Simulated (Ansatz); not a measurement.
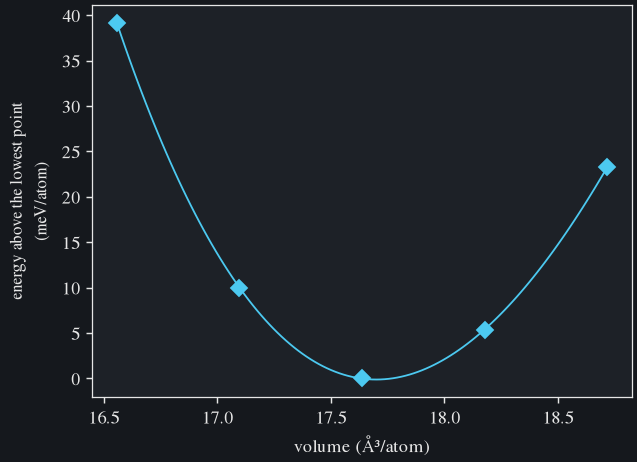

Caption: Energy above the lowest point against volume for Au, space group Fm-3m (No. 225) (one of a set of cubic test structures, which need not be the stable phase).

A third-order Birch–Murnaghan fit gives V0 = 17.70 Å³/atom, B0 = 146 GPa and B′ = 6.0. The energy above the lowest point is 39.1 meV/atom at volume 16.56 Å³/atom and 23.3 meV/atom at 18.72 Å³/atom; the lowest computed point is at volume 17.64 Å³/atom (0.0 meV/atom).

Calculation (Ansatz 0.2.0 development build): equation of state of a cubic crystal from periodic Kohn-Sham density functional theory without spin, third-order Birch-Murnaghan fit to the free energies; pressure corrected for the finite basis. Level: HSE06, no spin-orbit coupling.

- structure type: fcc
- atoms in cell: 1
- space group number: 225
- lattice centring: face-centred primitive
- k mesh: 6×6×6
- occupation method: Fermi–Dirac
- occupation width: 0.1 eV
- wave cutoff: 290 eV
- datasets: all-electron datasets
- density tolerance: 1e−09 eV
- bands: 14
- density cutoff ratio: 4
- nucleus: point
- search for lower states: default
- exchange singularity: regularized

Keep in mind: coarse k-mesh, values are not converged in k.

Input of one of the runs behind the figure:
```
crystal:
  lattice:
    - [0.0, 2.066039847829, 2.066039847829]
    - [2.066039847829, 0.0, 2.066039847829]
    - [2.066039847829, 2.066039847829, 0.0]
  atoms:
    - { symbol: Au, position: [0.0, 0.0, 0.0] }
kpoints:
  mp_grid: { grid: [6, 6, 6] }
hamiltonian:
  xc: hse06
  pseudopotentials:
    kind: all_electron
    relativity: scalar
    datasets: crystal
    dataset_attempts: all
    nuclear_model: point
scf:
  occupations: { method: fermi_dirac, width: 0.1 }
  convergence: { dr2_threshold: "1e-9 eV" }
  max_iter: 400
  exx: { singularity: regularized }
  lower_state_search: "off"
output:
  forces: true
  stress: true
```

Run as:
```bash
ansatz run input.yaml --threads 4
```
